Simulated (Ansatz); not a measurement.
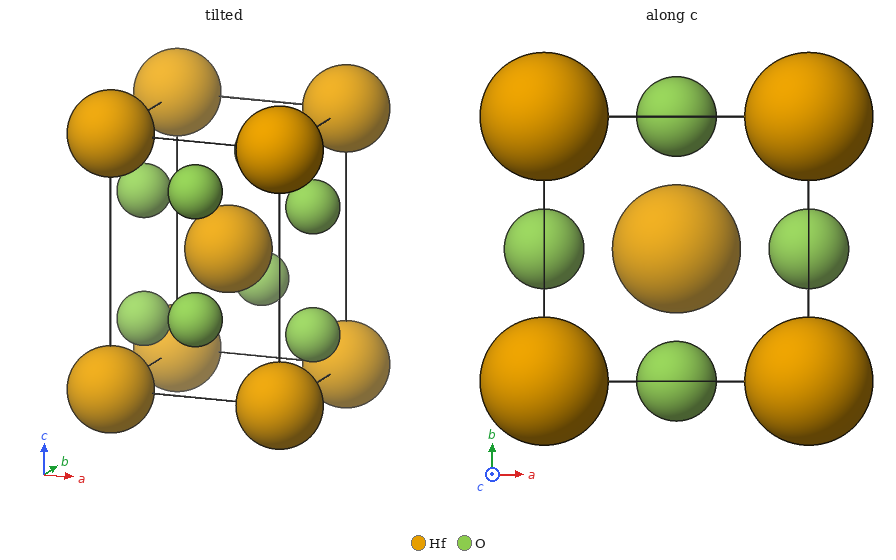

View slightly off an axis and along the c axis, drawn as a spheres-only model. Atoms at the boundary of the conventional unit cell (the box) are drawn once for each face, edge or corner they touch.

HfO2, space group P4_2/nmc (No. 137), a = 3.577 Å, b = 3.577 Å, c = 5.202 Å, α = 90.00°, β = 90.00°, γ = 90.00°. The structure comes from a structure listed in the Materials Project. Earlier steps of the study, as a rule a relaxation of our own, may have changed the cell and positions, so they can lie some per cent off the listed ones. A calculation with Ansatz used it as input.

This one geometry was computed with Ansatz (DFT, plane waves, PAW) at five levels of theory: PBE with spin-orbit coupling, PBE, HSE06, PBE0 and r2SCAN. It was relaxed beforehand with r2SCAN.

Which level gives the highest pressure at this volume, and what does that say about its equilibrium volume?

Answer. Highest: PBE with spin-orbit coupling (5.6 GPa) and PBE (5.9 GPa), which points to the largest equilibrium volume. Lowest, with the smallest volume: HSE06 (-0.1 GPa), PBE0 (0.0 GPa) and r2SCAN (0.0 GPa). Levels within 0.5 GPa of each other can't be told apart.

How does the band gap change with the level of theory?

Answer. PBE: a gap of 4.73 eV, indirect; PBE with spin-orbit coupling: a gap of 4.73 eV, indirect; r2SCAN: a gap of 5.26 eV, indirect; HSE06: a gap of 6.37 eV, indirect; PBE0: a gap of 7.13 eV, indirect.

Collect the results in a table.

Answer.
| level | cutoff (eV) | k-mesh of the run's cell | gap (eV) | pressure (GPa) |
| --- | --- | --- | --- | --- |
| PBE with spin-orbit coupling | 420 | 8×8×6 | 4.73 | 5.6 |
| PBE | 420 | 8×8×6 | 4.73 | 5.9 |
| HSE06 | 420 | 4×4×4 | 6.37 | -0.1 |
| PBE0 | 420 | 4×4×4 | 7.13 | 0.0 |
| r2SCAN | 500 | 8×8×6 | 5.26 | 0.0 |

Gaps are taken on the k-mesh or band path of each run.
